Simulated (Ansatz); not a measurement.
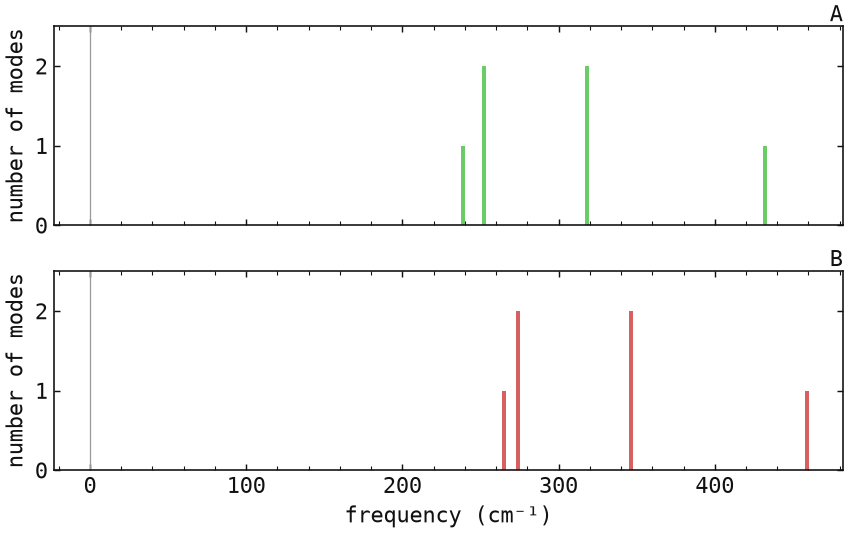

The figure compares two calculations of the zone-centre optical phonon frequencies (the three acoustic modes are left out). The first is for Al₂Ru, space group I4/mmm (No. 139).

Cell as given: a = 4.785 Å, b = 4.785 Å, c = 4.785 Å, α = 141.63°, β = 141.63°, γ = 55.38°; 3 atoms.

How it was computed, with Ansatz 0.2.0: harmonic phonon frequencies at the zone centre with atoms at rest in the given cell, without the long-range term of polar modes, the three translations left out, imaginary frequencies are negative; plane waves with PAW datasets, Γ-centred k mesh. Level: PBEsol, no spin polarisation.

```
                            setting            value
                        wave cutoff           420 eV
                             k mesh         18×18×18
                        occupations      Fermi–Dirac
                     smearing width          0.15 eV
volume relative to the relaxed cell             1.02
                      phonon method  linear response
```

In the second, the cell is compressed by 4.5 % in volume, to 13.33 Å³/atom.

### Which of A and B is the second calculation, and what did the change do?

B. The highest mode rises from 432.0 to 459.0 cm⁻¹ (+6.2 %) and the lowest optical mode rises from 239.1 to 265.1 cm⁻¹ (+11 %). The shift of the highest mode amounts to a Grüneisen parameter of 1.31.

For both, limits of the calculation: metal sensitive to the k mesh.
